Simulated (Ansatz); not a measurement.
Input

```
crystal:
  lattice:
    - [5.476588, -5.476621, -0.002712]
    - [5.475919, 0.002047, 5.477233]
    - [-0.002801, -5.476704, 5.477984]
  atoms:
    - { symbol: Al, position: [0.9992748865, 0.5003530194, 1.3331e-05] }
    - { symbol: Al, position: [0.999195555, 0.5007386627, 0.498616845] }
    - { symbol: Al, position: [0.9997018522, 0.9990620776, 0.9999738613] }
    - { symbol: Al, position: [9.44168e-05, 0.9997568606, 0.4993374134] }
    - { symbol: Al, position: [0.5007583999, 0.5003032235, 0.498953168] }
    - { symbol: Al, position: [0.5009663067, 0.9990435486, 0.0001104661] }
    - { symbol: Al, position: [0.50059905, 0.9989442796, 0.4990274868] }
    - { symbol: P, position: [0.3743935893, 0.3740738799, 0.8740154674] }
    - { symbol: P, position: [0.3739706036, 0.3738728359, 0.3769475107] }
    - { symbol: P, position: [0.3745910655, 0.8764447559, 0.8738923332] }
    - { symbol: P, position: [0.3747300113, 0.8747469411, 0.3745151119] }
    - { symbol: P, position: [0.8769397072, 0.3740384641, 0.8734298074] }
    - { symbol: P, position: [0.8751213562, 0.3744288056, 0.374396193] }
    - { symbol: P, position: [0.8753478137, 0.8748016927, 0.8739563483] }
    - { symbol: P, position: [0.8749946635, 0.875125855, 0.3743723796] }
basis:
  ecutwfc: 420
kpoints:
  mp_grid: { grid: [5, 5, 5] }
hamiltonian:
  xc: pbe
scf:
  occupations: { method: gaussian, width: 0.1 }
  n_extra_bands: 8
output:
  forces: true
  stress: true
  eigenvalues: true
  populations: true
  dos:
    method: { smearing: { sigma: 0.1, scheme: gaussian } }
    projected: true
    de: 0.02
  write_density: true
  write_potential: true
  elf: true
  volumetric_format: npy
```

Launched as:

```sh
ansatz run input.yaml --threads 4 --pin off --max-ram 9216MiB --backend cpu --events-out ev --progress --plain --runs-dir out
```

Below, planes, directions and counts refer to the conventional cell (a = 10.96 Å, b = 10.96 Å, c = 10.96 Å, α = 90.02°, β = 89.98°, γ = 89.96°).

Space group F-43m; a generated structure, not necessarily the stable one; computed without spin polarisation.

All numbers below come from DFT PBE, scalar-relativistic, plane waves, PAW in Ansatz 0.2.0.

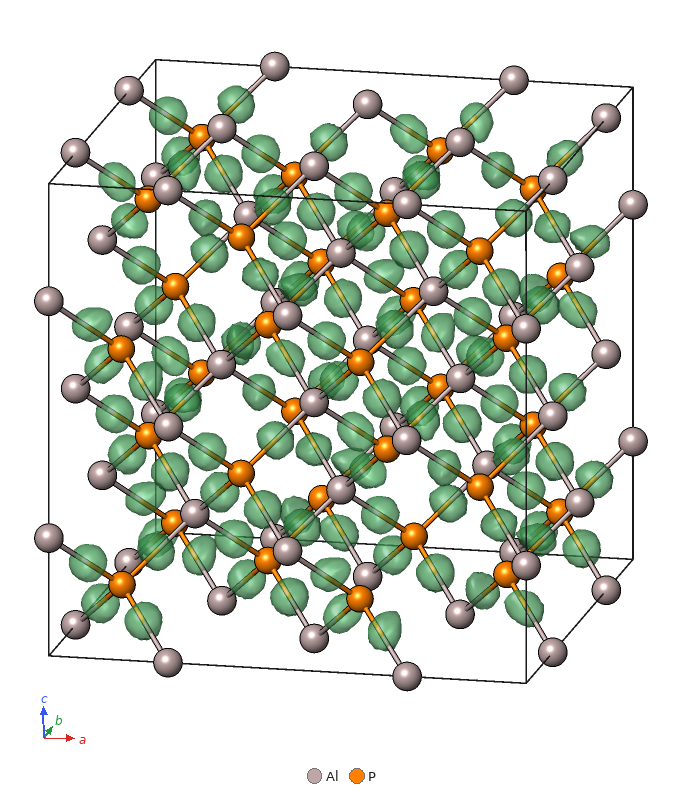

Al7P8. Isosurface of the ELF at 0.9 (green), seen slightly off an axis. Core shells and regions of very low density are left out. Sticks mark near contacts.

In a PAW calculation such maps are meaningful between the atoms, not at the nuclei.

> Describe the localisation domains.

At this value the surface marks out 112 regions between bonded Al–P atoms, counted in one cell of 60 atoms. Regions shared between cells count once.

Values along the shortest contacts:
Al–P (2.37 Å): the ELF peaks at about 0.95 between the atoms.

> Does the calculation make it a metal, or give it a gap?

It is gapless in this calculation (a metal or semimetal).
